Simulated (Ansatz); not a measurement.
Single-point calculation, with input and output: Al3Ni5 (part 2 of 3)

Continued. System: Al3Ni5 (Cmmm, 8 atoms in the cell). Method: DFT r2SCAN, scalar-relativistic, plane waves, PAW, spin-polarised (Ansatz 0.2.0); cutoff 500 eV, 4×4×6 k-mesh, Gaussian smearing of 0.1 eV, collinear spins. The structure derives from a Materials Project entry.

Geometry of the input (Å; fractional positions):
```
3.2778  -3.7005  0.0000
3.2778  3.7005  0.0000
0.0000  0.0000  3.7253
Al 0.5000  0.5000  0.0000
Al 0.7787  0.2213  0.5000
Al 0.2213  0.7787  0.5000
Ni 0.0000  0.0000  0.0000
Ni 0.0000  0.5000  0.0000
Ni 0.5000  -0.0000  0.0000
Ni 0.2759  0.2759  0.5000
Ni 0.7241  0.7241  0.5000
```

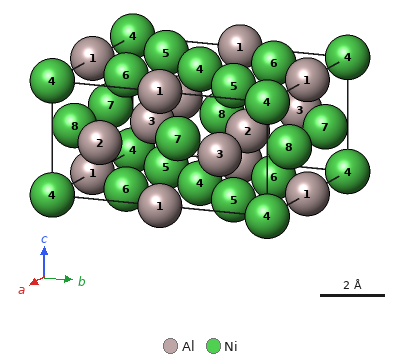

*The input geometry (spheres-only view of the cell 2 times as large as that of the calculation, set on its symmetry axes, seen slightly off an axis; atoms are numbered from 1 in the order of the input). An atom can appear more than once, as a periodic image.*

What the program printed, continued
```
SCF iter   1: F=-30847.960435 eV  HF=-30849.228179 eV  |F-HF|=1.27e0  |Δ(HF+E_count)|=         —  Δρ=1.81e-1 (↑1.00e-1 ↓1.81e-1)  dr2=6.35e0  dr2_τ=1.94e-1  dr2_m=1.60e1  M=2.333 μB ∫|m|=3.923 μB  β_m=0.30  ethr=3.10e-3  ⟨swp⟩=7.4  Hψ=15460  notcnv=0  defer=40
preconditioner: auto → Kerker (q_TF=auto, 2.770 Å⁻¹)  [metal: Δε(μ)=0.005 eV  Ē_g=10.222 eV  σ=0.100 eV  W_gap=0.03  n_scr=34 (ndim 8)  ℏωp=30.0 eV  f_vac=0.000  D(μ)=4.35/eV (n_scr^D=34)]
spin=Collinear: Kerker preconditioning applied to the charge; magnetization (m = ρ↑ − ρ↓) channel mixes plain (no charge-response kernel on spin).
SCF iter   2: F=-30851.119781 eV  HF=-30849.088929 eV  |F-HF|=2.03e0  |Δ(HF+E_count)|=   1.39e-1  Δρ=1.34e-1 (↑1.27e-1 ↓1.34e-1)  dr2=1.05e0  dr2_τ=4.93e-2  dr2_m=1.39e1  M=2.798 μB ∫|m|=4.457 μB  β_m=0.42  ethr=3.10e-3  ⟨swp⟩=3.3  Hψ=6519  notcnv=0  defer=461
Mixer restart at iter 2: flushing history
spin-set hold released at iteration 2 (the charge has settled, or the pull on large starting moments outlasts its swing): the magnetisation degrees of freedom join the quasi-Newton model from the next iteration; the mixer history was flushed
SCF iter   3: F=-30851.268405 eV  HF=-30850.371258 eV  |F-HF|=8.97e-1  |Δ(HF+E_count)|=    1.28e0  Δρ=9.65e-2 (↑7.83e-2 ↓9.65e-2)  dr2=1.10e0  dr2_τ=2.48e-2  dr2_m=6.21e0  M=2.353 μB ∫|m|=4.019 μB  β_m=1.20  ethr=1.06e-3  ⟨swp⟩=2.4  Hψ=4960  notcnv=0  defer=461  κ⁻¹=1.0e0(r=1)
SCF iter   4: F=-30851.613432 eV  HF=-30850.625047 eV  |F-HF|=9.88e-1  |Δ(HF+E_count)|=   2.54e-1  Δρ=1.66e-2 (↑9.40e-3 ↓1.66e-2)  dr2=5.16e-1  dr2_τ=1.90e-3  dr2_m=4.66e-2  M=1.547 μB ∫|m|=2.934 μB  β_m=1.20  ethr=1.06e-3  ⟨swp⟩=2.6  Hψ=5922  notcnv=0  defer=460  κ⁻¹=5.4e-2(r=2)
SCF iter   5: F=-30851.857568 eV  HF=-30851.273672 eV  |F-HF|=5.84e-1  |Δ(HF+E_count)|=   6.49e-1  Δρ=1.05e-2 (↑8.13e-3 ↓1.05e-2)  dr2=2.62e-1  dr2_τ=3.48e-4  dr2_m=3.08e-2  M=1.419 μB ∫|m|=2.626 μB  β_m=1.20  ethr=5.21e-4  ⟨swp⟩=2.3  Hψ=6564  notcnv=0  defer=459  κ⁻¹=1.8e-2(r=3)
SCF iter   6: F=-30851.957521 eV  HF=-30851.716036 eV  |F-HF|=2.41e-1  |Δ(HF+E_count)|=   4.42e-1  Δρ=9.81e-3 (↑8.20e-3 ↓9.81e-3)  dr2=1.77e-1  dr2_τ=3.04e-4  dr2_m=4.21e-2  M=1.149 μB ∫|m|=2.140 μB  β_m=1.20  ethr=2.65e-4  ⟨swp⟩=2.1  Hψ=5887  notcnv=0  defer=459  κ⁻¹=3.3e-3(r=4)
SCF iter   7: F=-30852.137425 eV  HF=-30852.112988 eV  |F-HF|=2.44e-2  |Δ(HF+E_count)|=   3.97e-1  Δρ=8.73e-3 (↑8.73e-3 ↓3.42e-3)  dr2=5.37e-2  dr2_τ=2.67e-4  dr2_m=1.26e-2  M=0.562 μB ∫|m|=0.944 μB  β_m=0.48  ethr=1.79e-4  ⟨swp⟩=2.3  Hψ=6956  notcnv=0  defer=463  κ⁻¹=8.4e-4(r=5)
SCF iter   8: F=-30852.156960 eV  HF=-30852.138569 eV  |F-HF|=1.84e-2  |Δ(HF+E_count)|=   2.56e-2  Δρ=4.51e-3 (↑4.51e-3 ↓3.86e-3)  dr2=2.92e-2  dr2_τ=1.09e-4  dr2_m=2.86e-3  M=0.457 μB ∫|m|=0.777 μB  β_m=0.30  ethr=5.42e-5  ⟨swp⟩=1.6  Hψ=4636  notcnv=0  defer=461  κ⁻¹=1.7e-4(r=6)
SCF iter   9: F=-30852.169981 eV  HF=-30852.156822 eV  |F-HF|=1.32e-2  |Δ(HF+E_count)|=   1.83e-2  Δρ=3.02e-3 (↑1.88e-3 ↓3.02e-3)  dr2=5.16e-3  dr2_τ=5.43e-5  dr2_m=3.08e-3  M=0.427 μB ∫|m|=0.742 μB  β_m=0.41  ethr=2.94e-5  ⟨swp⟩=2.3  Hψ=5381  notcnv=0  defer=461  κ⁻¹=1.7e-4(r=7)
SCF iter  10: F=-30852.177521 eV  HF=-30852.172803 eV  |F-HF|=4.72e-3  |Δ(HF+E_count)|=   1.60e-2  Δρ=1.78e-3 (↑1.58e-3 ↓1.78e-3)  dr2=6.54e-4  dr2_τ=1.95e-5  dr2_m=1.99e-3  M=0.377 μB ∫|m|=0.618 μB  β_m=1.20  ethr=5.22e-6  ⟨swp⟩=2.0  Hψ=6021  notcnv=0  defer=461  κ⁻¹=3.5e-5(r=8)
SCF iter  11: F=-30852.181540 eV  HF=-30852.180106 eV  |F-HF|=1.43e-3  |Δ(HF+E_count)|=   7.30e-3  Δρ=1.65e-3 (↑9.28e-4 ↓1.65e-3)  dr2=3.56e-4  dr2_τ=7.02e-6  dr2_m=1.33e-3  M=0.322 μB ∫|m|=0.468 μB  β_m=1.20  ethr=6.60e-7  ⟨swp⟩=2.8  Hψ=6618  notcnv=0  defer=461  κ⁻¹=1.8e-5(r=8)
SCF iter  12: F=-30852.181603 eV  HF=-30852.180284 eV  |F-HF|=1.32e-3  |Δ(HF+E_count)|=   1.78e-4  Δρ=1.39e-3 (↑2.32e-4 ↓1.39e-3)  dr2=1.18e-3  dr2_τ=2.60e-6  dr2_m=4.06e-4  M=0.309 μB ∫|m|=0.439 μB  β_m=1.20  ethr=3.59e-7  ⟨swp⟩=2.0  Hψ=6412  notcnv=0  defer=459  κ⁻¹=9.5e-5(r=8)
SCF iter  13: F=-30852.182069 eV  HF=-30852.180732 eV  |F-HF|=1.34e-3  |Δ(HF+E_count)|=   4.48e-4  Δρ=6.74e-4 (↑1.27e-4 ↓6.74e-4)  dr2=3.29e-4  dr2_τ=5.55e-7  dr2_m=9.47e-5  M=0.296 μB ∫|m|=0.411 μB  β_m=1.20  ethr=3.59e-7  ⟨swp⟩=2.0  Hψ=6202  notcnv=0  defer=459  κ⁻¹=4.8e-5(r=8)
SCF iter  14: F=-30852.182526 eV  HF=-30852.181598 eV  |F-HF|=9.29e-4  |Δ(HF+E_count)|=   8.66e-4  Δρ=3.57e-4 (↑3.10e-4 ↓3.57e-4)  dr2=4.25e-5  dr2_τ=3.58e-7  dr2_m=7.56e-5  M=0.276 μB ∫|m|=0.377 μB  β_m=1.20  ethr=3.32e-7  ⟨swp⟩=2.0  Hψ=5939  notcnv=0  defer=459  κ⁻¹=2.6e-5(r=8)
SCF iter  15: F=-30852.182906 eV  HF=-30852.182455 eV  |F-HF|=4.51e-4  |Δ(HF+E_count)|=   8.58e-4  Δρ=3.19e-4 (↑3.19e-4 ↓1.77e-4)  dr2=3.57e-5  dr2_τ=3.36e-7  dr2_m=4.26e-5  M=0.247 μB ∫|m|=0.331 μB  β_m=1.20  ethr=4.29e-8  ⟨swp⟩=2.6  Hψ=6234  notcnv=0  defer=459  κ⁻¹=2.1e-4(r=8)
SCF iter  16: F=-30852.182908 eV  HF=-30852.182370 eV  |F-HF|=5.39e-4  |Δ(HF+E_count)|=   8.58e-5  Δρ=1.86e-4 (↑1.85e-4 ↓1.86e-4)  dr2=4.31e-5  dr2_τ=1.63e-7  dr2_m=1.38e-5  M=0.245 μB ∫|m|=0.329 μB  β_m=1.20  ethr=3.61e-8  ⟨swp⟩=2.1  Hψ=4998  notcnv=0  defer=459  κ⁻¹=2.3e-4(r=8)
SCF iter  17: F=-30852.183095 eV  HF=-30852.182757 eV  |F-HF|=3.38e-4  |Δ(HF+E_count)|=   3.88e-4  Δρ=1.55e-4 (↑1.55e-4 ↓1.52e-4)  dr2=2.24e-5  dr2_τ=9.32e-8  dr2_m=1.25e-5  M=0.225 μB ∫|m|=0.300 μB  β_m=1.20  ethr=3.61e-8  ⟨swp⟩=2.0  Hψ=5713  notcnv=0  defer=459  κ⁻¹=1.9e-4(r=8)
SCF iter  18: F=-30852.183393 eV  HF=-30852.183289 eV  |F-HF|=1.03e-4  |Δ(HF+E_count)|=   5.32e-4  Δρ=2.01e-4 (↑2.01e-4 ↓1.52e-4)  dr2=6.82e-6  dr2_τ=1.01e-7  dr2_m=2.43e-5  M=0.168 μB ∫|m|=0.219 μB  β_m=1.20  ethr=2.26e-8  ⟨swp⟩=3.0  Hψ=7301  notcnv=0  defer=459  κ⁻¹=6.1e-5(r=8)
SCF iter  19: F=-30852.183391 eV  HF=-30852.183285 eV  |F-HF|=1.06e-4  |Δ(HF+E_count)|=   4.22e-6  Δρ=1.95e-4 (↑1.95e-4 ↓1.50e-4)  dr2=6.69e-6  dr2_τ=9.63e-8  dr2_m=2.32e-5  M=0.169 μB ∫|m|=0.220 μB  β_m=1.20  ethr=6.89e-9  ⟨swp⟩=1.3  Hψ=3386  notcnv=0  defer=459  κ⁻¹=2.8e-6(r=8)
SCF iter  20: F=-30852.183375 eV  HF=-30852.183248 eV  |F-HF|=1.27e-4  |Δ(HF+E_count)|=   3.74e-5  Δρ=1.89e-4 (↑1.89e-4 ↓1.39e-4)  dr2=6.70e-6  dr2_τ=9.22e-8  dr2_m=2.02e-5  M=0.173 μB ∫|m|=0.226 μB  β_m=1.20  ethr=6.76e-9  ⟨swp⟩=2.0  Hψ=5515  notcnv=0  defer=459  κ⁻¹=4.1e-6(r=8)
SCF iter  21: F=-30852.183397 eV  HF=-30852.183269 eV  |F-HF|=1.28e-4  |Δ(HF+E_count)|=   2.09e-5  Δρ=1.51e-4 (↑1.51e-4 ↓1.15e-4)  dr2=5.25e-6  dr2_τ=7.34e-8  dr2_m=1.30e-5  M=0.167 μB ∫|m|=0.218 μB  β_m=1.20  ethr=6.76e-9  ⟨swp⟩=2.0  Hψ=4825  notcnv=0  defer=459  κ⁻¹=1.3e-5(r=8)
SCF iter  22: F=-30852.183426 eV  HF=-30852.183340 eV  |F-HF|=8.58e-5  |Δ(HF+E_count)|=   7.17e-5  Δρ=8.90e-5 (↑8.90e-5 ↓8.75e-5)  dr2=7.39e-7  dr2_τ=1.51e-8  dr2_m=6.21e-6  M=0.164 μB ∫|m|=0.214 μB  β_m=1.20  ethr=5.30e-9  ⟨swp⟩=2.1  Hψ=6031  notcnv=0  defer=459  κ⁻¹=4.3e-5(r=8)
SCF iter  23: F=-30852.183487 eV  HF=-30852.183447 eV  |F-HF|=3.97e-5  |Δ(HF+E_count)|=   1.07e-4  Δρ=1.05e-4 (↑1.05e-4 ↓1.05e-4)  dr2=1.86e-7  dr2_τ=3.14e-8  dr2_m=9.01e-6  M=0.144 μB ∫|m|=0.187 μB  β_m=1.20  ethr=7.46e-10  ⟨swp⟩=3.1  Hψ=8723  notcnv=0  defer=459  κ⁻¹=6.4e-5(r=8)
SCF iter  24: F=-30852.183438 eV  HF=-30852.183374 eV  |F-HF|=6.46e-5  |Δ(HF+E_count)|=   7.32e-5  Δρ=1.05e-4 (↑1.00e-4 ↓1.05e-4)  dr2=1.74e-7  dr2_τ=2.62e-8  dr2_m=8.58e-6  M=0.161 μB ∫|m|=0.210 μB  β_m=1.20  ethr=1.01e-10  ⟨swp⟩=12.6  Hψ=23745  notcnv=0  κ⁻¹=1.1e-4(r=8)
SCF iter  25: F=-30852.183563 eV  HF=-30852.183538 eV  |F-HF|=2.41e-5  |Δ(HF+E_count)|=   1.65e-4  Δρ=8.04e-5 (↑8.04e-5 ↓6.59e-5)  dr2=6.87e-7  dr2_τ=1.82e-8  dr2_m=4.27e-6  M=0.105 μB ∫|m|=0.135 μB  β_m=1.20  ethr=1.75e-10  ⟨swp⟩=4.1  Hψ=10760  notcnv=0  κ⁻¹=9.4e-5(r=8)
SCF iter  26: F=-30852.183591 eV  HF=-30852.183573 eV  |F-HF|=1.81e-5  |Δ(HF+E_count)|=   3.41e-5  Δρ=2.95e-5 (↑2.54e-5 ↓2.95e-5)  dr2=1.18e-7  dr2_τ=3.99e-9  dr2_m=5.33e-7  M=0.086 μB ∫|m|=0.110 μB  β_m=1.20  ethr=1.75e-10  ⟨swp⟩=3.9  Hψ=9390  notcnv=0  κ⁻¹=1.9e-4(r=8)
SCF iter  27: F=-30852.183617 eV  HF=-30852.183610 eV  |F-HF|=7.58e-6  |Δ(HF+E_count)|=   3.71e-5  Δρ=3.30e-5 (↑3.30e-5 ↓2.93e-5)  dr2=2.76e-7  dr2_τ=3.75e-9  dr2_m=6.98e-7  M=0.054 μB ∫|m|=0.069 μB  β_m=1.20  ethr=1.01e-10  ⟨swp⟩=10.1  Hψ=21843  notcnv=0  κ⁻¹=5.2e-4(r=8)
SCF iter  28: F=-30852.183620 eV  HF=-30852.183615 eV  |F-HF|=5.58e-6  |Δ(HF+E_count)|=   5.21e-6  Δρ=2.11e-5 (↑1.82e-5 ↓2.11e-5)  dr2=1.25e-7  dr2_τ=1.36e-9  dr2_m=2.60e-7  M=0.050 μB ∫|m|=0.064 μB  β_m=1.20  ethr=1.19e-10  ⟨swp⟩=3.0  Hψ=7251  notcnv=0  κ⁻¹=6.5e-4(r=8)
SCF iter  29: F=-30852.183625 eV  HF=-30852.183622 eV  |F-HF|=3.07e-6  |Δ(HF+E_count)|=   6.92e-6  Δρ=1.72e-5 (↑1.72e-5 ↓1.11e-5)  dr2=2.77e-7  dr2_τ=2.67e-9  dr2_m=9.72e-8  M=0.043 μB ∫|m|=0.056 μB  β_m=1.20  ethr=1.01e-10  ⟨swp⟩=7.3  Hψ=18124  notcnv=0  κ⁻¹=6.9e-4(r=8)
SCF iter  30: F=-30852.183627 eV  HF=-30852.183624 eV  |F-HF|=2.54e-6  |Δ(HF+E_count)|=   2.53e-6  Δρ=9.28e-6 (↑9.11e-6 ↓9.28e-6)  dr2=1.66e-7  dr2_τ=1.12e-9  dr2_m=1.65e-8  M=0.039 μB ∫|m|=0.050 μB  β_m=1.20  ethr=1.19e-10  ⟨swp⟩=3.0  Hψ=7265  notcnv=0  κ⁻¹=5.7e-4(r=8)
SCF iter  31: F=-30852.183633 eV  HF=-30852.183632 eV  |F-HF|=3.85e-7  |Δ(HF+E_count)|=   7.80e-6  Δρ=1.65e-5 (↑1.65e-5 ↓1.46e-5)  dr2=1.93e-7  dr2_τ=1.01e-9  dr2_m=1.25e-7  M=0.019 μB ∫|m|=0.024 μB  β_m=1.20  ethr=1.01e-10  ⟨swp⟩=8.1  Hψ=19860  notcnv=0  κ⁻¹=5.7e-4(r=8)
SCF iter  32: F=-30852.183632 eV  HF=-30852.183631 eV  |F-HF|=7.02e-7  |Δ(HF+E_count)|=   1.02e-6  Δρ=1.11e-5 (↑1.11e-5 ↓1.10e-5)  dr2=5.47e-8  dr2_τ=4.75e-10  dr2_m=7.29e-8  M=0.023 μB ∫|m|=0.029 μB  β_m=1.20  ethr=1.01e-10  ⟨swp⟩=4.3  Hψ=17673  notcnv=0  κ⁻¹=1.4e-4(r=8)
SCF iter  33: F=-30852.183633 eV  HF=-30852.183632 eV  |F-HF|=1.09e-7  |Δ(HF+E_count)|=   1.30e-6  Δρ=1.55e-5 (↑1.55e-5 ↓1.10e-5)  dr2=8.51e-8  dr2_τ=6.63e-10  dr2_m=1.25e-7  M=0.019 μB ∫|m|=0.025 μB  β_m=1.20  ethr=5.52e-11  ⟨swp⟩=6.1  Hψ=17105  notcnv=0  κ⁻¹=1.0e-4(r=8)
SCF iter  34: F=-30852.183633 eV  HF=-30852.183633 eV  |F-HF|=1.45e-7  |Δ(HF+E_count)|=   4.27e-7  Δρ=7.42e-6 (↑7.42e-6 ↓5.08e-6)  dr2=2.24e-8  dr2_τ=1.36e-10  dr2_m=2.72e-8  M=0.017 μB ∫|m|=0.022 μB  β_m=1.20  ethr=5.52e-11  ⟨swp⟩=6.1  Hψ=16716  notcnv=0  κ⁻¹=2.2e-4(r=8)
SCF iter  35: F=-30852.183632 eV  HF=-30852.183632 eV  |F-HF|=2.64e-7  |Δ(HF+E_count)|=   6.47e-7  Δρ=4.62e-6 (↑4.61e-6 ↓4.62e-6)  dr2=5.02e-9  dr2_τ=6.74e-11  dr2_m=1.48e-8  M=0.020 μB ∫|m|=0.026 μB  β_m=1.20  ethr=2.26e-11  ⟨swp⟩=6.0  Hψ=16348  notcnv=0  κ⁻¹=2.7e-4(r=8)
SCF iter  36: F=-30852.183633 eV  HF=-30852.183632 eV  |F-HF|=2.20e-7  |Δ(HF+E_count)|=   2.78e-7  Δρ=5.05e-6 (↑5.05e-6 ↓4.59e-6)  dr2=2.89e-9  dr2_τ=6.97e-11  dr2_m=1.77e-8  M=0.019 μB ∫|m|=0.024 μB  β_m=1.20  ethr=5.07e-12  ⟨swp⟩=4.9  Hψ=13102  notcnv=0  κ⁻¹=4.5e-5(r=8)
SCF iter  37: F=-30852.183632 eV  HF=-30852.183632 eV  |F-HF|=2.69e-7  |Δ(HF+E_count)|=   4.30e-7  Δρ=5.62e-6 (↑5.62e-6 ↓4.95e-6)  dr2=3.56e-9  dr2_τ=7.87e-11  dr2_m=2.05e-8  M=0.021 μB ∫|m|=0.027 μB  β_m=1.20  ethr=2.92e-12  ⟨swp⟩=5.2  Hψ=13842  notcnv=0  κ⁻¹=4.6e-6(r=8)
SCF iter  38: F=-30852.183632 eV  HF=-30852.183632 eV  |F-HF|=3.23e-7  |Δ(HF+E_count)|=   3.37e-7  Δρ=5.84e-6 (↑5.84e-6 ↓5.44e-6)  dr2=3.54e-9  dr2_τ=8.21e-11  dr2_m=2.39e-8  M=0.022 μB ∫|m|=0.029 μB  β_m=1.20  ethr=2.92e-12  ⟨swp⟩=5.4  Hψ=14644  notcnv=0  κ⁻¹=1.1e-5(r=8)
SCF iter  39: F=-30852.183633 eV  HF=-30852.183632 eV  |F-HF|=2.32e-7  |Δ(HF+E_count)|=   6.43e-7  Δρ=5.19e-6 (↑5.19e-6 ↓4.59e-6)  dr2=3.47e-9  dr2_τ=6.31e-11  dr2_m=1.76e-8  M=0.019 μB ∫|m|=0.025 μB  β_m=1.20  ethr=2.92e-12  ⟨swp⟩=5.9  Hψ=16122  notcnv=0  κ⁻¹=5.6e-5(r=8)
iter 40 did not close the SCF: its close was put off for a magnetic moment that had not settled (scf_convergence_deferred on its scf_iter line)
SCF iter  40: F=-30852.183634 eV  HF=-30852.183634 eV  |F-HF|=7.33e-8  |Δ(HF+E_count)|=   1.48e-6  Δρ=3.64e-6 (↑3.64e-6 ↓2.09e-6)  dr2=4.04e-9  dr2_τ=2.23e-11  dr2_m=4.87e-9  M=0.009 μB ∫|m|=0.012 μB  β_m=1.20  ethr=2.92e-12  ⟨swp⟩=7.5  Hψ=18201  notcnv=0  κ⁻¹=7.0e-5(r=8)
iter 41 did not close the SCF: its close was put off for a magnetic moment that had not settled (scf_convergence_deferred on its scf_iter line)
SCF iter  41: F=-30852.183634 eV  HF=-30852.183634 eV  |F-HF|=7.24e-8  |Δ(HF+E_count)|=   1.03e-7  Δρ=3.30e-6 (↑3.30e-6 ↓1.72e-6)  dr2=2.69e-9  dr2_τ=1.86e-11  dr2_m=3.93e-9  M=0.008 μB ∫|m|=0.010 μB  β_m=1.20  ethr=2.92e-12  ⟨swp⟩=2.4  Hψ=14092  notcnv=0  κ⁻¹=4.7e-5(r=8)
iter 42 did not close the SCF: its close was put off for a magnetic moment that had not settled (scf_convergence_deferred on its scf_iter line)
SCF iter  42: F=-30852.183634 eV  HF=-30852.183634 eV  |F-HF|=3.86e-8  |Δ(HF+E_count)|=   2.85e-7  Δρ=1.69e-6 (↑1.69e-6 ↓1.66e-6)  dr2=1.40e-9  dr2_τ=1.30e-11  dr2_m=1.30e-9  M=-0.002 μB ∫|m|=0.002 μB  β_m=1.20  ethr=2.71e-12  ⟨swp⟩=3.8  Hψ=19466  notcnv=0  κ⁻¹=4.8e-5(r=8)
iter 43 did not close the SCF: its close was put off for a magnetic moment that had not settled (scf_convergence_deferred on its scf_iter line)
SCF iter  43: F=-30852.183634 eV  HF=-30852.183634 eV  |F-HF|=4.85e-9  |Δ(HF+E_count)|=   5.74e-8  Δρ=1.34e-6 (↑1.34e-6 ↓8.05e-7)  dr2=2.29e-9  dr2_τ=6.89e-12  dr2_m=1.14e-10  M=0.000 μB ∫|m|=0.001 μB  β_m=1.20  ethr=1.41e-12  ⟨swp⟩=2.9  Hψ=16435  notcnv=0  κ⁻¹=4.9e-4(r=8)
```
